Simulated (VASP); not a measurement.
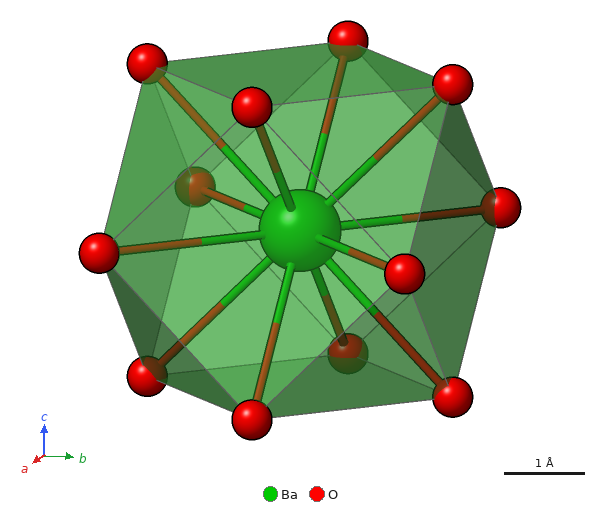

The BaO12 unit about Ba in BaTiO3. Origin: the end point of a relaxation with VASP Kohn-Sham DFT of a periodic cell, r2SCAN, VASP PAW PBE potentials, recommended in VASP 6.6.1.

BaTiO3, space group Pm-3m (No. 221), a = 4.007 Å, b = 4.007 Å, c = 4.007 Å, α = 90.00°, β = 90.00°, γ = 90.00°

| site | Wyckoff | x | y | z |
| --- | --- | --- | --- | --- |
| Ba | 1b | 0.5000 | 0.5000 | 0.5000 |
| Ti | 1a | 0.0000 | 0.0000 | 0.0000 |
| O | 3d | 0.0000 | 0.0000 | 0.5000 |

### Compute the usual distortion measures of this polyhedron.

It is closest to the cuboctahedron.

```csv
measure,value
mean bond length,2.834 Å
bond-length distortion index (Baur),0.000
effective coordination number (Hoppe),12.00
shape measure against the cuboctahedron,0.00
shape measure against the icosahedron,5.28
centre off the ligands' centroid by,0.00 Å
polyhedral volume,53.63 Å³
```
